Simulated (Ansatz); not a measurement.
# Run report: Hf16HO32 (charge +1), single-point calculation (part 1 of 2)

Hf16HO32 (defect cell, 49 atoms in the cell, total charge +1), computed with DFT PBE, scalar-relativistic, plane waves, PAW, spin-polarised (Ansatz 0.2.0).

The structure derives from a Materials Project entry.

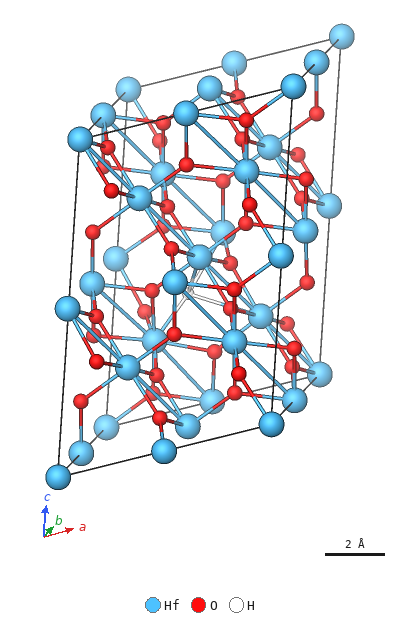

Figure 1. The structure (ball-and-stick view of the cell of the calculation, seen slightly off an axis). An atom can appear more than once, as a periodic image.

**Summary**

```tsv
quantity	value
outcome	converged
electrons treated	608
free energy	−269811.6406 eV
Fermi energy	13.075 eV
gap on the k-point mesh	0.59 eV
net moment of the cell	0.00 μB
integrated absolute moment	0.00 μB
largest force (length of the vector)	3.096 eV/Å
hardware	4 threads of Arm Neoverse N1, 98 GiB of memory available, shared host
wall time	5.6 min (CPU time 22 min)
peak memory	4.1 GiB
```

The program warns: some starting moments were not kept. The cell is charged and computed with a neutralising background, so its energy and pressure depend on the cell and aren't those of a real crystal. Spin–orbit coupling is left out, which matters for Hf.

**The input**
```yaml
crystal:
  lattice:
    - [-4.813533, -4.813533, 3.205415]
    - [-4.813533, 4.813533, 3.205415]
    - [-9.627066, 0.0, -6.410831]
  atoms:
    - { symbol: Hf, position: [0.003616613, -0.0035321492, 0.0006519821] }
    - { symbol: Hf, position: [0.2504781301, 0.2482470683, 0.7504312383] }
    - { symbol: Hf, position: [0.4974317275, 0.5003891856, -0.0002788774] }
    - { symbol: Hf, position: [0.5027838942, 0.4925037287, 0.5007395532] }
    - { symbol: Hf, position: [0.7582087459, 0.7430295147, 0.248660857] }
    - { symbol: Hf, position: [0.7478151195, 0.748100563, 0.7494961935] }
    - { symbol: Hf, position: [-0.0050732166, 0.0019117012, 0.5001460635] }
    - { symbol: Hf, position: [0.2455546904, 0.2550841373, 0.2494245417] }
    - { symbol: Hf, position: [0.7525940547, 0.2468636658, 0.7520140609] }
    - { symbol: Hf, position: [-0.0025349649, 0.4994864576, 0.5000991043] }
    - { symbol: Hf, position: [0.2483172453, 0.7481267985, 0.7485916476] }
    - { symbol: Hf, position: [0.2587160589, 0.7502855052, 0.2537983533], spin: 0.2 }
    - { symbol: Hf, position: [0.4993005552, -0.0001803598, -0.000517808] }
    - { symbol: Hf, position: [0.4989387871, -0.001896552, 0.4998529303] }
    - { symbol: Hf, position: [0.74769328, 0.2466641596, 0.2482567649] }
    - { symbol: Hf, position: [-0.0012375192, 0.4980239365, -0.0014673209] }
    - { symbol: O, position: [0.6722867203, 0.4770559949, 0.825815023] }
    - { symbol: O, position: [0.9202454215, 0.7291268743, 0.5741601168] }
    - { symbol: O, position: [0.1729223102, 0.9767691831, 0.8250109472] }
    - { symbol: O, position: [0.1532945338, 0.9869395152, 0.3207124474], spin: 0.09 }
    - { symbol: O, position: [0.4199912736, 0.2283443197, 0.0762600066] }
    - { symbol: O, position: [0.4238253889, 0.2235403938, 0.5772061104] }
    - { symbol: O, position: [0.6700140847, 0.4764920785, 0.3244746414] }
    - { symbol: O, position: [0.9280846098, 0.7256934971, 0.0747701815] }
    - { symbol: O, position: [0.7726482757, 0.074505013, 0.9254358914] }
    - { symbol: O, position: [0.0220269144, 0.3267093698, 0.674541566] }
    - { symbol: O, position: [0.270501554, 0.5748890132, 0.9222083392] }
    - { symbol: O, position: [0.2710833939, 0.5630581452, 0.4275581806], spin: 0.2 }
    - { symbol: O, position: [0.5326739069, 0.8217068653, 0.1674974183], spin: 0.2 }
    - { symbol: O, position: [0.5189898971, 0.8253343533, 0.6739361808] }
    - { symbol: O, position: [0.7663493214, 0.081183265, 0.4247126737] }
    - { symbol: O, position: [0.016983716, 0.3296599614, 0.1739455977] }
    - { symbol: O, position: [0.4803066842, 0.1722714964, 0.824995537] }
    - { symbol: O, position: [0.7293873329, 0.4148592938, 0.5768088344] }
    - { symbol: O, position: [0.9775788397, 0.6706122313, 0.8245942434] }
    - { symbol: O, position: [0.9851479041, 0.6681222509, 0.3239211919] }
    - { symbol: O, position: [0.2306441575, 0.9199560768, 0.0774849131] }
    - { symbol: O, position: [0.2282596181, 0.9189279746, 0.5724734689] }
    - { symbol: O, position: [0.4758924461, 0.1663221669, 0.3248590669] }
    - { symbol: O, position: [0.7279415926, 0.4207143912, 0.0742411489] }
    - { symbol: O, position: [0.8265763259, 0.0187505308, 0.6751237938] }
    - { symbol: O, position: [0.0763762015, 0.2696308523, 0.4251508317] }
    - { symbol: O, position: [0.3282401775, 0.5190610633, 0.6730719083] }
    - { symbol: O, position: [0.3280758566, 0.5218199291, 0.1740454575] }
    - { symbol: O, position: [0.5750487178, 0.7709527198, 0.9223450786] }
    - { symbol: O, position: [0.5934073209, 0.7625785947, 0.4282426854], spin: 0.1 }
    - { symbol: O, position: [0.8279725894, 0.0171600302, 0.174599824] }
    - { symbol: O, position: [0.0791254209, 0.26792923, 0.9247430559] }
    - { symbol: H, position: [0.3859516723, 0.8366226802, 0.3600267412], spin: 0.44 }
magnetization:
  spin_polarized: true
total_charge: 1
basis:
  ecutwfc: 420
  fft_grid_basis: typed
kpoints:
  mp_grid: { grid: [2, 2, 1] }
hamiltonian:
  xc: pbe
  pseudopotentials: { kind: paw }
scf:
  occupations: { method: gaussian, width: 0.05 }
output:
  forces: true
  stress: false
  eigenvalues: true
  bader: true
  write_density: true
  volumetric_format: npy
  populations: true
```

Launch command:
```bash
ansatz run input.yaml --threads 4 --pin off --max-ram 10240MiB --backend cpu --events-out ev --progress --plain --runs-dir out
```

**What the program printed**
```
Engine: ansatz 0.2.0, aarch64-unknown-linux-gnu
Pseudopotentials: kind: paw
Pseudopotential: Hf, paw, valence charge 26, recommended cutoff 420 eV (normal), Hf.paw.azcp
Pseudopotential: O, paw, valence charge 6, recommended cutoff 420 eV (normal), O.paw.azcp
Pseudopotential: H, paw, valence charge 1, recommended cutoff 420 eV (normal), H.paw.azcp
Functional definition: PBE
  parameter kappa = 0.804
  parameter beta = 0.06672455060314922
  exchange = pbe_x(kappa = kappa, mu = beta*pi^2/3)
  correlation = pbe_c(beta = beta)
Crystal: 49 atoms, lattice volume = 594.158 Å³
Basis set: ecut = 420 eV, 11539 PW (Γ), exchange–correlation on 108×108×160 points (8 copies of the dense FFT grid, shifted against one another)
Bands: 366, of which v1, the nominal top of the filled ones, is band 304 counted from 1 (303 counted from 0)
Symmetry: 1 space group operations
Space group: P1 (ITA 1), of the structure as read, at distance tolerance 8.4e-5 Å
Magnetic group: BNS 1.1 (UNI 1), of the structure as read, at distance tolerance 8.4e-5 Å
k-points: 4
Non-local potential: Hf, projectors of the file, l = 0: 3, l = 1: 2, l = 2: 2, l = 3: 3
Non-local potential: O, projectors of the file, l = 0: 2, l = 1: 2, l = 2: 1
Non-local potential: H, projectors of the file, l = 0: 2, l = 1: 1
PAW form: soft (Blöchl's): semilocal exchange-correlation on the pseudo side does not see the compensation charge
PAW one-centre angular grid: Hf, 590 points (default); XC on 64 Gauss nodes
PAW one-centre angular grid: O, 110 points (default); XC on 64 Gauss nodes
PAW one-centre angular grid: H, 110 points (default); XC on 64 Gauss nodes
Initial density: superposition of atomic densities (chi_scale 0.1, normalization cell, long waves kept (reshape's long-wave potential 0.05 eV rms))
Starting moments: Σ|m| = 1.23 μB on 6 of 49 sites
Initial wavefunctions: pseudopotential atomic-orbital guess
Functional: x = pbe(κ = 0.804, μ = 0.2195149727645171), c = pbe(β = 0.06672455060314922)
SCF iter   1: F=—  HF=-269821.633347 eV  |F-HF|=—  |Δ(HF+E_count)|=         —  Δρ=4.64e-2 (↑4.64e-2 ↓4.39e-2)  dr2=4.73e1  dr2_m=1.42e-1  M=0.000 μB ∫|m|=0.313 μB  β_m=0.30  ethr=3.10e-3  ⟨swp⟩=5.0  Hψ=8626  notcnv=0  defer=100
Mixer restart at iter 1: flushing history
preconditioner: auto → Resta (q_TF=auto, 2.739 Å⁻¹)  ε∞=4.8  [insulator: Δε(μ)=1.287 eV  Ē_g=18.834 eV  σ=0.050 eV  W_gap=1.00  n_scr=206 (ndim 8)  ℏωp=36.6 eV  f_vac=0.003  D(μ)=0.00/eV (n_scr^D=0)  ε∞_Penn≈4.8]
spin=Collinear: Resta preconditioning applied to the charge; magnetization (m = ρ↑ − ρ↓) channel mixes plain (no charge-response kernel on spin).
SCF iter   2: F=—  HF=-269811.940047 eV  |F-HF|=—  |Δ(HF+E_count)|=    9.69e0  Δρ=2.92e-2 (↑2.92e-2 ↓2.85e-2)  dr2=1.99e1  dr2_m=7.72e-2  M=0.000 μB ∫|m|=0.269 μB  β_m=0.51  ethr=3.10e-3  ⟨swp⟩=2.9  Hψ=5745  notcnv=0  defer=430
SCF iter   3: F=—  HF=-269810.720451 eV  |F-HF|=—  |Δ(HF+E_count)|=    1.22e0  Δρ=1.16e-2 (↑1.15e-2 ↓1.16e-2)  dr2=3.39e0  dr2_m=9.47e-3  M=0.000 μB ∫|m|=0.154 μB  β_m=0.56  ethr=3.10e-3  ⟨swp⟩=2.0  Hψ=3934  notcnv=0  defer=430
SCF iter   4: F=—  HF=-269811.500606 eV  |F-HF|=—  |Δ(HF+E_count)|=   7.80e-1  Δρ=4.69e-3 (↑4.69e-3 ↓4.52e-3)  dr2=4.01e-1  dr2_m=1.66e-3  M=0.000 μB ∫|m|=0.071 μB  β_m=0.66  ethr=5.57e-4  ⟨swp⟩=3.0  Hψ=5876  notcnv=0  defer=436
SCF iter   5: F=—  HF=-269811.609255 eV  |F-HF|=—  |Δ(HF+E_count)|=   1.09e-1  Δρ=1.92e-3 (↑1.92e-3 ↓1.88e-3)  dr2=8.33e-2  dr2_m=4.93e-4  M=0.000 μB ∫|m|=0.042 μB  β_m=0.80  ethr=6.59e-5  ⟨swp⟩=2.0  Hψ=4596  notcnv=0  defer=436
SCF iter   6: F=—  HF=-269811.636327 eV  |F-HF|=—  |Δ(HF+E_count)|=   2.71e-2  Δρ=4.95e-4 (↑4.78e-4 ↓4.95e-4)  dr2=5.32e-3  dr2_m=4.33e-5  M=0.000 μB ∫|m|=0.015 μB  β_m=0.82  ethr=1.37e-5  ⟨swp⟩=2.0  Hψ=5307  notcnv=0  defer=436
SCF iter   7: F=—  HF=-269811.639454 eV  |F-HF|=—  |Δ(HF+E_count)|=   3.13e-3  Δρ=3.71e-4 (↑3.52e-4 ↓3.71e-4)  dr2=2.72e-3  dr2_m=1.71e-5  M=0.000 μB ∫|m|=0.009 μB  β_m=0.80  ethr=8.74e-7  ⟨swp⟩=2.0  Hψ=5352  notcnv=0  defer=436
SCF iter   8: F=—  HF=-269811.640320 eV  |F-HF|=—  |Δ(HF+E_count)|=   8.66e-4  Δρ=1.40e-4 (↑1.25e-4 ↓1.40e-4)  dr2=3.40e-4  dr2_m=4.24e-6  M=0.000 μB ∫|m|=0.004 μB  β_m=0.80  ethr=4.47e-7  ⟨swp⟩=2.0  Hψ=5360  notcnv=0  defer=436
SCF iter   9: F=—  HF=-269811.640600 eV  |F-HF|=—  |Δ(HF+E_count)|=   2.79e-4  Δρ=5.30e-5 (↑5.29e-5 ↓5.30e-5)  dr2=5.70e-5  dr2_m=5.28e-7  M=0.000 μB ∫|m|=0.001 μB  β_m=0.75  ethr=5.59e-8  ⟨swp⟩=2.5  Hψ=5364  notcnv=0  defer=436
SCF iter  10: F=—  HF=-269811.640607 eV  |F-HF|=—  |Δ(HF+E_count)|=   7.51e-6  Δρ=3.10e-5 (↑3.10e-5 ↓2.82e-5)  dr2=1.46e-5  dr2_m=1.23e-7  M=0.000 μB ∫|m|=0.001 μB  β_m=0.73  ethr=9.38e-9  ⟨swp⟩=3.0  Hψ=5406  notcnv=0  defer=436
SCF iter  11: F=—  HF=-269811.640614 eV  |F-HF|=—  |Δ(HF+E_count)|=   6.44e-6  Δρ=9.85e-6 (↑9.85e-6 ↓9.74e-6)  dr2=2.26e-6  dr2_m=3.32e-8  M=0.000 μB ∫|m|=0.000 μB  β_m=0.79  ethr=2.40e-9  ⟨swp⟩=2.0  Hψ=5360  notcnv=0  defer=436
SCF iter  12: F=—  HF=-269811.640615 eV  |F-HF|=—  |Δ(HF+E_count)|=   1.72e-6  Δρ=5.10e-6 (↑5.10e-6 ↓5.00e-6)  dr2=5.37e-7  dr2_m=2.54e-9  M=0.000 μB ∫|m|=0.000 μB  β_m=0.73  ethr=3.71e-10  ⟨swp⟩=2.0  Hψ=5360  notcnv=0  defer=436
SCF iter  13: F=—  HF=-269811.640616 eV  |F-HF|=—  |Δ(HF+E_count)|=   1.97e-7  Δρ=2.02e-6 (↑2.02e-6 ↓1.86e-6)  dr2=7.54e-8  dr2_m=4.38e-10  M=0.000 μB ∫|m|=0.000 μB  β_m=0.74  ethr=8.83e-11  ⟨swp⟩=2.0  Hψ=4844  notcnv=0  defer=436
SCF iter  14: F=-269811.640616 eV  HF=-269811.640616 eV  |F-HF|=7.16e-9  |Δ(HF+E_count)|=   3.60e-8  Δρ=1.07e-6 (↑1.07e-6 ↓1.07e-6)  dr2=2.52e-8  dr2_m=7.69e-11  M=0.000 μB ∫|m|=0.000 μB  ethr=1.24e-11  ⟨swp⟩=10.5  Hψ=13503  notcnv=0
SCF 1 converged in 14 iterations: F = -269811.640616 eV  dr2 = 2.52e-8
  greatest PAW one-centre occupation: 0.999 electrons in one spin orbital (limit 2), on the Hf atom at site 15 (counted from 0), in its partial waves of l = 0
```

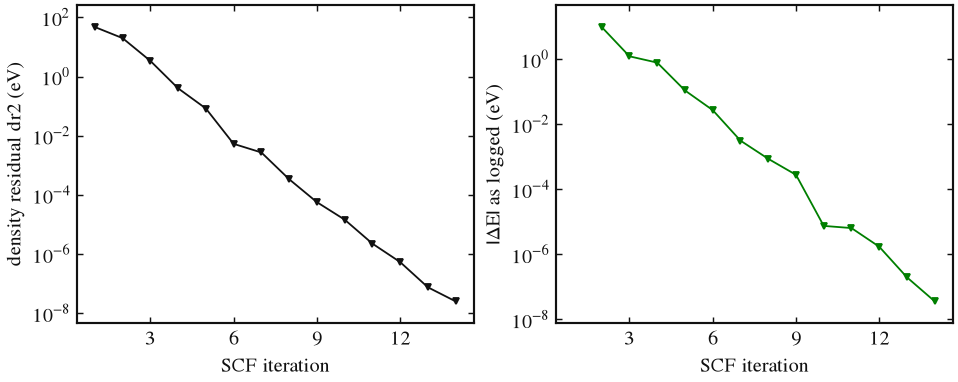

Figure 2. Convergence of the self-consistent field: density residual dr2 and size of the energy change against the SCF iteration. The residual falls at every step.

```
WARN: the starting moments were not kept: the SCF closed with an absolute magnetisation of 2.0e-5 μB, where they sum to 1.23 μB in size (6 sites). That is at most 0.1 of that sum. Measured as dr2_m measures the in/out step, that magnetisation stands 9.2e-11 eV from none, at or under the dr2_threshold of 1.0e-7 eV: it is no larger than a step whose dr2_m would equal this threshold. The system may hold no moment; this SCF shows only that its start led to no more than that. To try another start: raise the starting moments (crystal.atoms[].spin, magnetization.per_species, magnetization.initial_magnetization, or on a non-collinear deck that types none of these the spinor_matrix: blocks that start its atoms; where the total moment is fixed, keep their sum and leave initial_magnetization as it is; typed ones take the place of any that the run laid by itself, positive ones on a crystal's lanthanoids without a Hubbard term where scf.initial_density.shell_occupations: [] is typed) or, if the notice of its spin-set hold's release reads "site moments contracting" or "site moments show no strong build", lengthen the hold (scf.mixing.spin_hold: { on: { confirm: 4 } }; for m-r²SCAN on two components see the key's manual first). Each may lead to a state that holds a moment. A second SCF, from the converged charge density, with the starting moments and any scf.initial_density.shell_occupations laid on it anew, would have followed, and was not run: the deck does not ask for one (magnetization.retry_lost_moments is false, the default). To let it run, set magnetization.retry_lost_moments: true and run the deck again, where that key's refused combinations let it; where memory then withholds it, that run's warning says so.
SCF converged after 14 iterations
Magnetization: 0.0000 μB (304.0000 up, 304.0000 down)
Absolute magnetization: 0.0000 μB (∫|ρ↑−ρ↓|, with the PAW one-centre terms)
Spin contamination: 0.0000 ħ² per cell (⟨S²⟩ above its minimum at these occupations)
Per-site moments (μB) at R_I (Å): [(1.3580933529383407e-8, 0.8532622546686843), (1.174951806531168e-8, 0.8546344394097382), (1.0506127842709634e-8, 0.8549359923037697), (4.195153427951494e-8, 0.8499382565414192), (4.312630162183318e-8, 0.8485904426834866), (1.3101698426966226e-8, 0.8547383061115281), (5.8619604512658014e-8, 0.8537015958630467), (5.603619102879754e-8, 0.852194244336768), (1.4519585475895216e-8, 0.8538253953495547), (3.688002807781354e-8, 0.8521007200128766), (1.2174394279729584e-8, 0.8553804795264849), (1.8796247171208825e-7, 0.8498070385673477), (2.7155759307205133e-8, 0.8512953633331433), (1.6362135938411664e-8, 0.8502890400603885), (1.764900950793169e-8, 0.8514944879768509), (1.9138124598924453e-8, 0.8535229508957384), (-4.367060906339734e-8, 0.8538253953495547), (-5.0348019604366165e-8, 0.8528700660491761), (-4.92340881461863e-8, 0.8566296509117183), (-2.621039307728094e-6, 0.8248802135110899), (-7.997044346895479e-8, 0.8573495313466767), (-2.0393568981163977e-7, 0.8502890400603885), (-1.3276768940810274e-8, 0.857793932319866), (-3.179297818167794e-7, 0.8521167985939417), (-7.47117864957558e-8, 0.8548439782347863), (-3.524372186450649e-8, 0.8546344394097382), (-6.939863443874309e-8, 0.8549359923037697), (-3.674834678970148e-7, 0.8521007200128766), (-4.961429152632746e-7, 0.8512953633331433), (-8.357384931156778e-8, 0.8547383061115281), (-3.989331350584814e-7, 0.8537444012344974), (-3.8240035387502457e-7, 0.8537967857546634), (-9.848761044303894e-8, 0.8547785597130497), (-3.778953602478043e-7, 0.8499382565414192), (-1.467778687343521e-7, 0.8560940116704443), (-2.9986979599578744e-7, 0.8485904426834866), (-7.40540323268319e-8, 0.8532622546686843), (1.7398584394369044e-7, 0.8588598758454973), (2.1740345387877596e-7, 0.8592257517689338), (-3.595773091468157e-8, 0.8566609609288905), (-1.1206371777777514e-7, 0.8544652105069939), (-2.5235206198509537e-7, 0.8537015958630467), (-8.603566790558009e-8, 0.8553804795264849), (2.818104647875294e-8, 0.852194244336768), (-1.7719935139963687e-7, 0.8552353102628415), (-2.110347618964079e-6, 0.7742794498868028), (-1.9126708243546728e-8, 0.8514944879768509), (-1.236852931487937e-8, 0.8535229508957384), (6.061058995595142e-6, 0.7742794498868028)]
Free energy (F): -269811.640616 eV
Harris-Foulkes:  -269811.640616 eV  (|F-HF|=7.16e-9)
Internal energy: -269811.640616 eV  (E = F + TS)
E sigma→0 (E₀):  -269811.640616 eV
Fermi energy:    13.075149 eV
--- Per-component energies (eV) ---
  E_band       = -795.703958
  E_kinetic    = 12358.372705
  E_local      = -103348.967647  (includes V_loc(G=0)·N_el)
  E_nonlocal   = -18343.466749
  E_hartree    = 47088.567770
  E_xc         = -7162.760489
  E_vxc        = -7272.660584  (∫ρ·V_xc dr)
  E_paw        = -115905.473351  (= ΣΔE_a)
  E_vpaw       = 21633.806111  (= ΣTr[D̂ρ^β])
  E_aug_tail   = 0.079305  (compensation charges beyond the density's cutoff)
  E_ewald      = -84497.992159
  E_smearing   = -0.000000  (= −TS)
  E_closure    = -0.000000  (closes the sum)
  E_deformation_potential = 21.804193  (in the stress; not in F)
  Σ components = -269811.640616   (vs F -269811.640616, Δ=0.00e0)
--- Forces (eV/Å), atoms counted from 1 ---
  atom   1  Hf     0.25848315     0.19183124     0.41123914
  atom   2  Hf    -0.12711163     0.05278745    -0.33840025
  atom   3  Hf     0.27306803    -0.13131778     0.39902909
  atom   4  Hf    -0.15422766    -1.01554520    -1.18264273
  atom   5  Hf     0.21539863    -0.93119264     1.11715457
  atom   6  Hf    -0.15024261    -0.08872837    -0.24555845
  atom   7  Hf    -0.70134292     0.61160534    -1.24614189
  atom   8  Hf    -0.26259732     0.56187356     1.06634743
  atom   9  Hf    -0.24089829    -0.01967368    -0.24620752
  atom  10  Hf    -0.01758984     0.14207785    -1.03667587
  atom  11  Hf    -0.22529846    -0.00223324    -0.41892828
  atom  12  Hf     3.08810632    -0.04560107     0.21738871
  atom  13  Hf     0.45250434     0.33241324     1.08561972
  atom  14  Hf    -1.18765320     0.67276068    -0.31701580
  atom  15  Hf     0.19429983     0.07734203     0.42335407
  atom  16  Hf     0.30903508    -0.06919295     0.31200973
  atom  17  O      0.00197689     0.03441232    -0.00416096
  atom  18  O      0.17753106    -0.11051685     0.30407059
  atom  19  O     -0.00303273     0.00069547     0.00342037
  atom  20  O     -0.13856615    -2.01464331     0.04832513
  atom  21  O     -0.04451566    -0.03858159    -0.30859617
  atom  22  O      0.14158861    -0.00317906     0.37050361
  atom  23  O     -0.17982796     0.27971195    -0.00067622
  atom  24  O     -0.19707063     0.21717731    -0.38490210
  atom  25  O      0.01409722     0.01193140    -0.15635364
  atom  26  O      0.13877071     0.08578988     0.25794810
  atom  27  O     -0.03320020     0.01407569    -0.01694539
  atom  28  O     -0.49410335     0.40283292     1.24646502
  atom  29  O     -0.66104806     0.34240733    -1.38894827
  atom  30  O      0.20729511     0.06756685     0.27477501
  atom  31  O      0.03072601    -0.24719818     0.05928594
  atom  32  O     -0.20707861    -0.29740868    -0.31354245
  atom  33  O     -0.08323392    -0.08116260    -0.14455044
  atom  34  O      0.16282312     0.27534090     0.41972916
  atom  35  O     -0.00325913     0.00161669     0.01188480
  atom  36  O     -0.13937974     0.07356464     0.18023996
  atom  37  O     -0.38675377    -0.29093360    -0.46952285
  atom  38  O      0.30295091    -0.08187749     0.41670866
  atom  39  O      0.21878504    -0.08470327    -0.25923369
  atom  40  O     -0.09942873    -0.00117208    -0.18063707
  atom  41  O      0.16015119    -0.12570529     0.30843959
  atom  42  O      0.05197895    -0.10103341     0.12113952
  atom  43  O      0.16170571    -0.06923213     0.31894532
  atom  44  O     -0.35910536     0.27653482    -0.29257042
  atom  45  O     -0.20752256     0.08832242    -0.13076926
  atom  46  O      1.15140300     1.39065115     0.06104163
  atom  47  O     -0.03171954    -0.01595735    -0.31573844
```
